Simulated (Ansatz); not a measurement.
Geometry relaxation, with input and output: Gd (part 1 of 2)

Gd (2 atoms in the cell), computed with DFT, PBE, PAW with Ansatz's default frozen-core files, scalar-relativistic, spin-polarised (Ansatz 0.2.0).

Its volume is 0.80 times that of the source entry. It belongs to a series of runs on one base structure; here: shape and atoms relaxed at 0.8 of the volume. Figures and captions count atoms from 1; the log counts them from 0 in places.

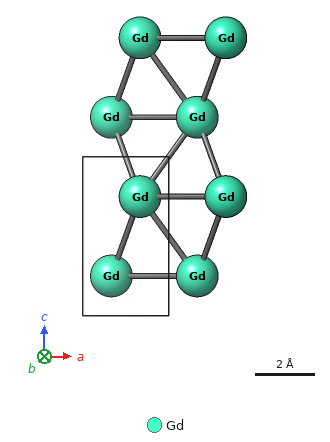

Figure 1. The structure as given in the input (ball-and-stick view of the cell of the calculation, repeated 2 × 1 × 2, along the b axis). An atom can appear more than once, as a periodic image. Near neighbours in the periodic cell (some may lie outside the picture): Gd has 12 Gd at 3.34 to 3.39 Å.

Summary

| quantity | value |
| --- | --- |
| outcome | converged |
| space group (tolerance 0.01 Å) | P6₃/mmc (194) |
| electrons treated | 36 |
| free energy | −18664.0722 eV |
| Fermi energy | 15.425 eV |
| net moment of the cell | 14.98 μB |
| integrated absolute moment | 14.98 μB |
| pressure | 10.48 GPa |
| final volume | 53.81 Å³ |
| largest force (length of the vector) at the end | under 0.001 eV/Å |
| final cell | a = 3.381 Å, b = 3.381 Å, c = 5.437 Å, α = 90.00°, β = 90.00°, γ = 120.00° |
| hardware | 1 thread of Arm Neoverse V2, 112 GiB of memory available, shared host |
| wall time | 41 s |
| peak memory | 0.47 GiB |

Notes

The electronic state found may not be the lowest one. Warnings of the run: another magnetic order may lie lower. The cell is under a pressure of 10.5 GPa at this level, so it is not at its equilibrium volume.

Input
```yaml
crystal:
  lattice:
    - [3.3853347427, 0.0, 0.0]
    - [-1.6926673714, 2.9317858874, 0.0]
    - [0.0, 0.0, 5.4214812742]
  atoms:
    - { symbol: Gd, position: [0.3333333333, 0.6666666667, 0.25], spin: 7.0 }
    - { symbol: Gd, position: [0.6666666667, 0.3333333333, 0.75], spin: 7.0 }
magnetization:
  spin_polarized: true
kpoints:
  mp_grid: { grid: [12, 12, 7] }
scf:
  occupations: { method: fermi_dirac, width: 0.05 }
hamiltonian:
  xc: pbe
  pseudopotentials: { kind: paw }
output:
  forces: true
  stress: true
  write_density: true
  write_potential: true
  elf: true
  volumetric_format: npy
relax:
  f_tol: 0.005
  max_steps: 30
  cell: { stress_tol: 0.11, fix: [volume] }
```

Command:
```bash
ansatz run input.yaml --threads 1 --pin off --max-ram 3072MiB --backend cpu --events-out ev --progress --plain --runs-dir out
```

Output
```
Engine: ansatz 0.2.0, aarch64-unknown-linux-gnu
Pseudopotentials: kind: paw
Pseudopotential: Gd, paw, valence charge 18, recommended cutoff 420 eV (normal), Gd.paw.azcp
Functional definition: PBE
  parameter kappa = 0.804
  parameter beta = 0.06672455060314922
  exchange = pbe_x(kappa = kappa, mu = beta*pi^2/3)
  correlation = pbe_c(beta = beta)
Crystal: 2 atoms, lattice volume = 53.809 Å³
Basis set: ecut = 420 eV, 1087 PW (Γ), exchange–correlation on 48×48×80 points (8 copies of the dense FFT grid, shifted against one another)
Bands: 30, of which v1, the nominal top of the filled ones, is band 18 counted from 1 (17 counted from 0)
Symmetry: 24 space group operations
Space group: P63/mmc (ITA 194), of the structure as read, at distance tolerance 3.8e-5 Å
Magnetic group: BNS 194.263 (UNI 1493), of the structure as read, at distance tolerance 3.8e-5 Å
k-points: 76 of 1008
Non-local potential: Gd, projectors of the file, l = 0: 3, l = 1: 2, l = 2: 2, l = 3: 3
PAW form: soft (Blöchl's): semilocal exchange-correlation on the pseudo side does not see the compensation charge
PAW one-centre angular grid: Gd, 590 points (default); XC on 64 Gauss nodes
Initial density: superposition of atomic densities (chi_scale 0.1, normalization cell)
Starting moments: Σ|m| = 14 μB on 2 of 2 sites
Initial wavefunctions: pseudopotential atomic-orbital guess
Functional: x = pbe(κ = 0.804, μ = 0.2195149727645171), c = pbe(β = 0.06672455060314922)
iter 1 solved again at ethr=2.00e-3 eV; its pass at ethr=3.10e-3 eV (dr2=7.20e-1 eV) is discarded
SCF iter   1: F=—  HF=-18663.575346 eV  |F-HF|=—  |Δ(HF+E_count)|=         —  Δρ=3.67e-2 (↑4.89e-3 ↓3.67e-2)  dr2=7.18e-1  dr2_m=1.63e-1  M=14.212 μB ∫|m|=14.212 μB  β_m=0.30  ethr=2.00e-3  ⟨swp⟩=1.0  Hψ=22579  notcnv=0
Mixer restart at iter 1: flushing history
preconditioner: auto → Kerker (q_TF=auto, 2.552 Å⁻¹)  [metal: Δε(μ)=0.016 eV  Ē_g=11.154 eV  σ=0.050 eV  W_gap=0.08  n_scr=22 (ndim 8)  ℏωp=28.6 eV  f_vac=0.000  D(μ)=5.16/eV (n_scr^D=66)]
spin=Collinear: Kerker preconditioning applied to the charge; magnetization (m = ρ↑ − ρ↓) channel mixes plain (no charge-response kernel on spin).
SCF iter   2: F=—  HF=-18663.741125 eV  |F-HF|=—  |Δ(HF+E_count)|=   1.66e-1  Δρ=2.98e-2 (↑5.31e-3 ↓2.98e-2)  dr2=4.10e-1  dr2_m=1.32e-1  M=14.272 μB ∫|m|=14.272 μB  β_m=0.46  ethr=1.99e-3  ⟨swp⟩=2.9  Hψ=7704  notcnv=0
SCF iter   3: F=—  HF=-18663.991427 eV  |F-HF|=—  |Δ(HF+E_count)|=   2.50e-1  Δρ=1.56e-2 (↑4.50e-3 ↓1.56e-2)  dr2=1.96e-1  dr2_m=1.83e-2  M=14.487 μB ∫|m|=14.487 μB  β_m=0.52  ethr=1.14e-3  ⟨swp⟩=3.3  Hψ=9862  notcnv=0  defer=6
SCF iter   4: F=—  HF=-18664.058696 eV  |F-HF|=—  |Δ(HF+E_count)|=   6.73e-2  Δρ=3.20e-3 (↑1.96e-3 ↓3.20e-3)  dr2=4.21e-3  dr2_m=1.32e-3  M=14.670 μB ∫|m|=14.670 μB  β_m=0.76  ethr=5.45e-4  ⟨swp⟩=3.1  Hψ=10755  notcnv=0  defer=6
SCF iter   5: F=—  HF=-18664.068201 eV  |F-HF|=—  |Δ(HF+E_count)|=   9.50e-3  Δρ=1.41e-3 (↑1.16e-3 ↓1.41e-3)  dr2=7.55e-4  dr2_m=6.72e-4  M=14.753 μB ∫|m|=14.753 μB  β_m=0.88  ethr=1.17e-5  ⟨swp⟩=2.3  Hψ=9339  notcnv=0  defer=14
SCF iter   6: F=—  HF=-18664.070910 eV  |F-HF|=—  |Δ(HF+E_count)|=   2.71e-3  Δρ=4.60e-4 (↑4.48e-4 ↓4.60e-4)  dr2=2.13e-5  dr2_m=9.51e-5  M=14.843 μB ∫|m|=14.843 μB  β_m=0.94  ethr=2.10e-6  ⟨swp⟩=2.1  Hψ=8538  notcnv=0  defer=16
SCF iter   7: F=—  HF=-18664.071451 eV  |F-HF|=—  |Δ(HF+E_count)|=   5.41e-4  Δρ=3.54e-4 (↑3.32e-4 ↓3.54e-4)  dr2=1.46e-5  dr2_m=5.31e-5  M=14.882 μB ∫|m|=14.882 μB  β_m=0.97  ethr=5.93e-8  ⟨swp⟩=3.0  Hψ=8138  notcnv=0  defer=16
SCF iter   8: F=—  HF=-18664.071991 eV  |F-HF|=—  |Δ(HF+E_count)|=   5.40e-4  Δρ=1.22e-4 (↑4.72e-5 ↓1.22e-4)  dr2=1.21e-5  dr2_m=1.50e-6  M=14.966 μB ∫|m|=14.966 μB  β_m=0.98  ethr=4.05e-8  ⟨swp⟩=3.8  Hψ=10510  notcnv=0  defer=16
SCF iter   9: F=—  HF=-18664.072009 eV  |F-HF|=—  |Δ(HF+E_count)|=   1.86e-5  Δρ=2.49e-5 (↑2.11e-5 ↓2.49e-5)  dr2=3.12e-7  dr2_m=2.05e-7  M=14.968 μB ∫|m|=14.968 μB  β_m=0.99  ethr=3.37e-8  ⟨swp⟩=2.0  Hψ=7318  notcnv=0  defer=16
SCF iter  10: F=—  HF=-18664.072011 eV  |F-HF|=—  |Δ(HF+E_count)|=   1.34e-6  Δρ=1.12e-5 (↑3.08e-6 ↓1.12e-5)  dr2=5.17e-8  dr2_m=2.15e-8  M=14.971 μB ∫|m|=14.971 μB  β_m=1.00  ethr=8.68e-10  ⟨swp⟩=2.8  Hψ=7684  notcnv=0  defer=16
SCF iter  11: F=-18664.072011 eV  HF=-18664.072011 eV  |F-HF|=9.37e-9  |Δ(HF+E_count)|=   1.52e-7  Δρ=3.96e-6 (↑6.50e-7 ↓3.96e-6)  dr2=1.15e-8  dr2_m=1.66e-9  M=14.972 μB ∫|m|=14.972 μB  ethr=1.44e-10  ⟨swp⟩=7.0  Hψ=27896  notcnv=0
SCF 1 converged in 11 iterations: F = -18664.072011 eV  dr2 = 1.15e-8
  greatest PAW one-centre occupation: 1.000 electrons in one spin orbital (limit 2), on the Gd atom at site 1 (counted from 0), in its partial waves of l = 0
relax step   1: F+E_penalty+E_count = -18664.07201078 eV  Δ(F+E_penalty+E_count) = +0.000e0 eV  max|allowed force component| = 2.024e-17 eV/Å  Δτ_max = 0.0000 Å  P = +10.489 GPa  Ω = 53.809 Å³  fix = [volume]  reactions: volume +10.489 GPa  (11 SCF iters, dr2 threshold 1.00e-7 eV, accepted)
Initial density: handed on by an earlier stage of this run
Starting moments: Σ|m| = 14 μB on 2 of 2 sites; this step starts from the density that it was given
Initial wavefunctions: those handed on with the density
iter 1 solved again at ethr=1.88e-8 eV; its pass at ethr=3.10e-3 eV (dr2=6.76e-6 eV) is discarded
SCF iter   1: F=—  HF=-18664.072079 eV  |F-HF|=—  |Δ(HF+E_count)|=         —  Δρ=8.43e-4 (↑6.54e-4 ↓8.43e-4)  dr2=1.02e-5  dr2_m=2.75e-4  M=14.974 μB ∫|m|=14.974 μB  β_m=0.65  ethr=1.88e-8  ⟨swp⟩=3.3  Hψ=27424  notcnv=0
preconditioner: auto → Kerker (q_TF=auto, 2.552 Å⁻¹)  [metal: Δε(μ)=0.007 eV  Ē_g=11.570 eV  σ=0.050 eV  W_gap=0.03  n_scr=22 (ndim 8)  ℏωp=28.6 eV  f_vac=0.000  D(μ)=3.97/eV (n_scr^D=36)]
spin=Collinear: Kerker preconditioning applied to the charge; magnetization (m = ρ↑ − ρ↓) channel mixes plain (no charge-response kernel on spin).
SCF iter   2: F=—  HF=-18664.072196 eV  |F-HF|=—  |Δ(HF+E_count)|=   1.17e-4  Δρ=3.34e-4 (↑2.72e-4 ↓3.34e-4)  dr2=2.77e-6  dr2_m=4.47e-5  M=14.976 μB ∫|m|=14.976 μB  β_m=0.65  ethr=1.88e-8  ⟨swp⟩=2.0  Hψ=7358  notcnv=0
SCF iter   3: F=—  HF=-18664.072222 eV  |F-HF|=—  |Δ(HF+E_count)|=   2.61e-5  Δρ=2.23e-5 (↑1.96e-5 ↓2.23e-5)  dr2=3.18e-7  dr2_m=1.60e-7  M=14.977 μB ∫|m|=14.977 μB  β_m=0.78  ethr=7.70e-9  ⟨swp⟩=2.1  Hψ=7507  notcnv=0
SCF iter   4: F=—  HF=-18664.072223 eV  |F-HF|=—  |Δ(HF+E_count)|=   4.20e-7  Δρ=1.55e-5 (↑1.55e-5 ↓1.53e-5)  dr2=1.62e-7  dr2_m=7.53e-8  M=14.978 μB ∫|m|=14.978 μB  β_m=0.72  ethr=8.82e-10  ⟨swp⟩=2.0  Hψ=7386  notcnv=0
SCF iter   5: F=—  HF=-18664.072223 eV  |F-HF|=—  |Δ(HF+E_count)|=   2.12e-7  Δρ=1.00e-5 (↑8.52e-6 ↓1.00e-5)  dr2=2.65e-8  dr2_m=3.76e-8  M=14.979 μB ∫|m|=14.979 μB  β_m=0.86  ethr=4.50e-10  ⟨swp⟩=2.1  Hψ=7036  notcnv=0
SCF iter   6: F=-18664.072223 eV  HF=-18664.072223 eV  |F-HF|=1.96e-8  |Δ(HF+E_count)|=   2.89e-7  Δρ=8.40e-6 (↑5.26e-6 ↓8.40e-6)  dr2=1.77e-8  dr2_m=1.97e-8  M=14.980 μB ∫|m|=14.980 μB  ethr=7.36e-11  ⟨swp⟩=6.9  Hψ=27874  notcnv=0
SCF 2 converged in 6 iterations: F = -18664.072223 eV  dr2 = 1.77e-8
relax step   2: F+E_penalty+E_count = -18664.07222333 eV  Δ(F+E_penalty+E_count) = -2.126e-4 eV  max|allowed force component| = 6.939e-18 eV/Å  Δτ_max = 0.0000 Å  P = +10.479 GPa  Ω = 53.809 Å³  energy of the carried Pulay correction = -1.500e-7 eV  fix = [volume]  reactions: volume +10.479 GPa  (6 SCF iters, dr2 threshold 1.48e-7 eV, accepted)
Initial wavefunctions: pseudopotential atomic-orbital guess (no wavefunctions were taken with the density)
iter 1 solved again at ethr=2.78e-8 eV; its pass at ethr=3.10e-3 eV (dr2=1.00e-5 eV) is discarded
SCF iter   1: F=—  HF=-18664.072221 eV  |F-HF|=—  |Δ(HF+E_count)|=         —  Δρ=5.85e-6 (↑4.46e-6 ↓5.85e-6)  dr2=5.00e-9  dr2_m=1.21e-8  M=14.980 μB ∫|m|=14.980 μB  β_m=0.65  ethr=2.78e-8  ⟨swp⟩=4.1  Hψ=31338  notcnv=0
preconditioner: auto → Kerker (q_TF=auto, 2.552 Å⁻¹)  [metal: Δε(μ)=0.009 eV  Ē_g=11.570 eV  σ=0.050 eV  W_gap=0.05  n_scr=22 (ndim 8)  ℏωp=28.6 eV  f_vac=0.000  D(μ)=3.95/eV (n_scr^D=36)]
spin=Collinear: Kerker preconditioning applied to the charge; magnetization (m = ρ↑ − ρ↓) channel mixes plain (no charge-response kernel on spin).
SCF iter   2: F=—  HF=-18664.072221 eV  |F-HF|=—  |Δ(HF+E_count)|=   2.05e-7  Δρ=4.67e-6 (↑3.64e-6 ↓4.67e-6)  dr2=4.43e-9  dr2_m=7.63e-9  M=14.980 μB ∫|m|=14.980 μB  β_m=0.65  ethr=1.39e-11  ⟨swp⟩=3.3  Hψ=9353  notcnv=0
SCF iter   3: F=—  HF=-18664.072221 eV  |F-HF|=—  |Δ(HF+E_count)|=   5.67e-8  Δρ=2.44e-6 (↑2.13e-6 ↓2.44e-6)  dr2=6.45e-10  dr2_m=2.41e-9  M=14.980 μB ∫|m|=14.980 μB  β_m=0.68  ethr=1.23e-11  ⟨swp⟩=2.7  Hψ=7617  notcnv=0
SCF iter   4: F=—  HF=-18664.072221 eV  |F-HF|=—  |Δ(HF+E_count)|=   1.72e-8  Δρ=1.40e-6 (↑5.97e-7 ↓1.40e-6)  dr2=4.73e-10  dr2_m=3.56e-10  M=14.981 μB ∫|m|=14.981 μB  β_m=0.84  ethr=1.79e-12  ⟨swp⟩=3.3  Hψ=8464  notcnv=0
SCF iter   5: F=—  HF=-18664.072221 eV  |F-HF|=—  |Δ(HF+E_count)|=   1.73e-9  Δρ=2.25e-7 (↑9.05e-8 ↓2.25e-7)  dr2=3.26e-11  dr2_m=5.21e-12  M=14.981 μB ∫|m|=14.981 μB  β_m=0.83  ethr=1.32e-12  ⟨swp⟩=2.5  Hψ=7571  notcnv=0
SCF iter   6: F=-18664.072221 eV  HF=-18664.072221 eV  |F-HF|=7.28e-12  |Δ(HF+E_count)|=  4.73e-11  Δρ=8.57e-8 (↑4.82e-8 ↓8.57e-8)  dr2=4.02e-12  dr2_m=1.38e-12  M=14.981 μB ∫|m|=14.981 μB  ethr=1.00e-12  ⟨swp⟩=5.2  Hψ=21845  notcnv=0
SCF 3 converged in 6 iterations: F = -18664.072221 eV  dr2 = 4.02e-12
relax step   3: F+E_penalty+E_count = -18664.07222073 eV  Δ(F+E_penalty+E_count) = +2.596e-6 eV  max|allowed force component| = 8.674e-18 eV/Å  Δτ_max = 0.0000 Å  P = +10.481 GPa  Ω = 53.809 Å³  fix = [volume]  reactions: volume +10.481 GPa  stress off target by 6.18e-2 GPa on what of the cell is left free  SCF on the basis re-selected at this cell (its energy is not comparable with the rows above)  (6 SCF iters)
```

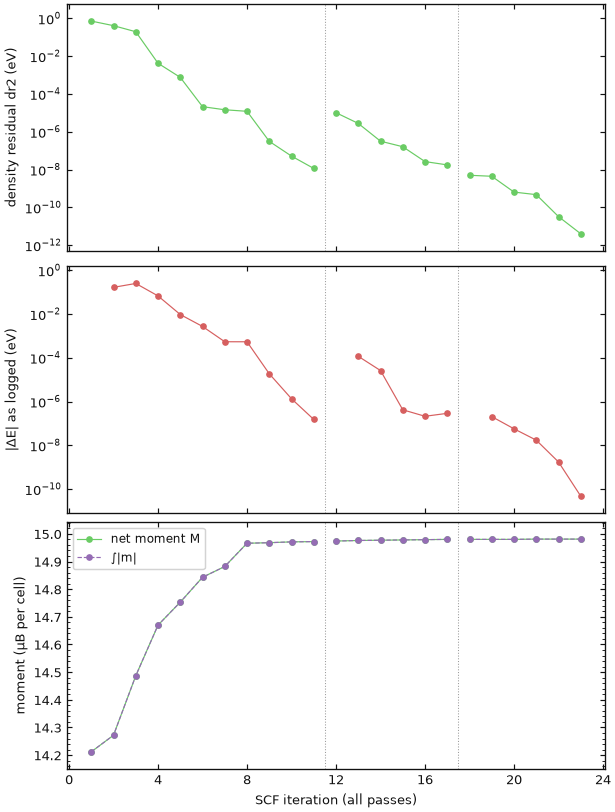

Figure 2. Convergence of the self-consistent field: density residual dr2, size of the energy change and magnetic moment against the SCF iteration. The dotted lines part the SCF passes of the relaxation: geometry steps, rejected trials and re-solves on a re-selected basis. The passes take 11, 6 and 6 iterations. The net moment goes from 14.2 to 15.0 μB per cell.

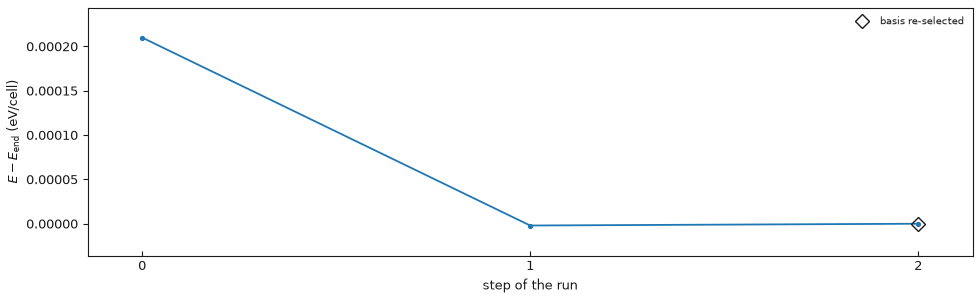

Figure 3. Progress of the relaxation, step by step (the first geometry is step 0 here and step 1 in the log). After 1 geometry step the energy has fallen by 0.2 meV per cell of the calculation. All forces vanish by symmetry, so only the cell relaxes. Pressure: 10.49 GPa at the start and 10.48 GPa at the end. The atoms keep their places relative to the cell (all moves are under 0.005 Å). Distances before and after: Gd1–Gd1 3.385 → 3.381 Å, Gd1–Gd2 3.342 → 3.346 Å. The space group stays P6_3/mmc (No. 194). A last SCF at the same geometry on a re-selected plane-wave basis shifts the energy by +0.0 meV per cell of the calculation. (Atoms are counted from 1 in the order of the input.)
